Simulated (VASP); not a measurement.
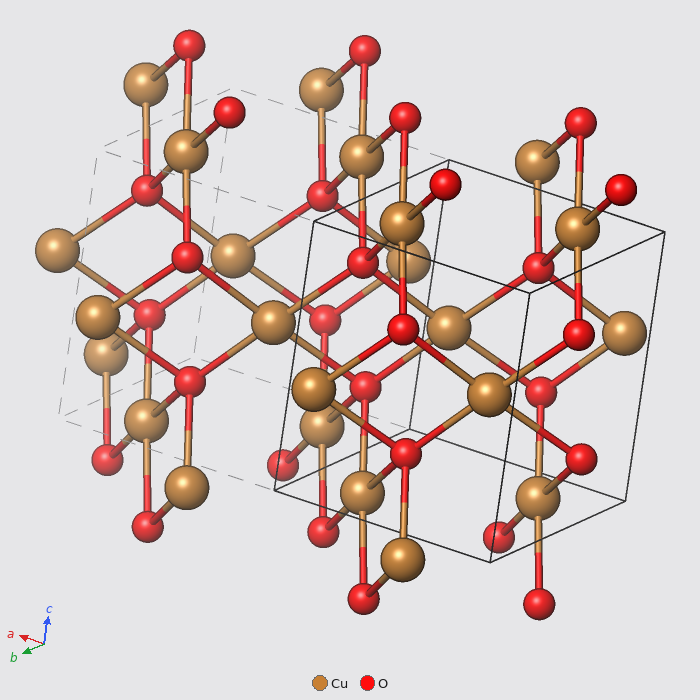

System CuO (space group Cc, No. 9); source of the atomic positions: an entry of the Crystallography Open Database, as set up for an electronic-structure calculation.

Bonds are taken as Cu–O below 2.3 Å; no other contact counts. Simplification: prune 0- and 1-connected atoms, fold 2-connected ones into links.

What kind of net remains, and which atoms are its nodes?

A binodal (4,4)-connected, three-periodic net: O is a 4-connected node; Cu is a 4-connected node, in the ratio 1:1.

Does the net have a name?

It is the pts net, known from cooperite, PtS.

Is the net interpenetrated?

It is a single net, without interpenetration.

Give the first four terms of the coordination sequence (nodes one, two, three … edges away).

O: 4, 10, 24, 42; Cu: 4, 10, 24, 42.

Give the point symbol of each node (shortest cycle at each angle).

O: 4^2.8^4; Cu: 4^2.8^4.

The simplified net, drawn on the atoms' positions. Nodes are coloured by element. Edges to nodes outside the piece are drawn as stubs.

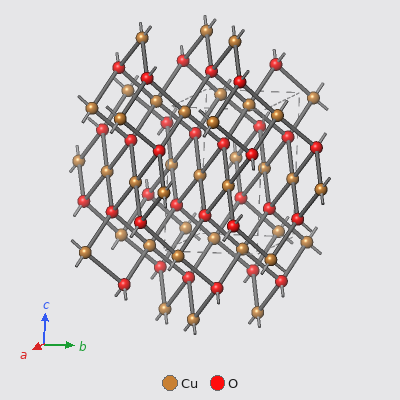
